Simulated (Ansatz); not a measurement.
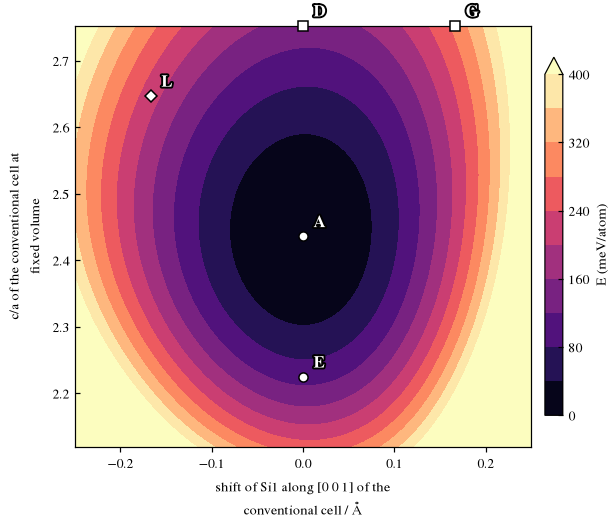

Si2W (I4/mmm, No. 139; 3 atoms in the cell). 
- The energy is mapped over a free internal coordinate and the cell.
- Coordinates scanned: (1) shift of Si1 along [0 0 1] of the conventional cell, Cartesian (0 0 1), its symmetry partners moved as symmetry demands (measured in the relaxed cell); (2) c/a of the conventional cell at fixed volume.
- Nothing is relaxed (all other coordinates fixed).
- The scan uses a 7 × 7 grid.
- Points are written as (first, second).
- Energies: meV/atom, counted from the lowest grid point.
- These are results of Ansatz, DFT PBE, scalar-relativistic, plane waves, PAW, not measurements. Settings: cutoff 420 eV, k-mesh 18×18×18, gaussian smearing 0.15 eV, no spin polarisation.

In the figure: filled contours, one colour for all values above the top of the scale, lettered points. Between grid points the surface is interpolated.

Is L the lowest point of the computed grid?

No. L lies 217 meV/atom above the lowest grid point, which is at (0.000 Å, 2.436).

Rank the lettered points by energy, lowest first.

A (0 meV/atom), E (105 meV/atom), D (145 meV/atom), L (217 meV/atom), G (291 meV/atom).

What kind of point is each of A, L: minimum, saddle, maximum or slope?

A: minimum; L: on a slope. (In these two coordinates alone; a stationary point may lie a little off the grid point.)

PAW datasets: the set soft_1.
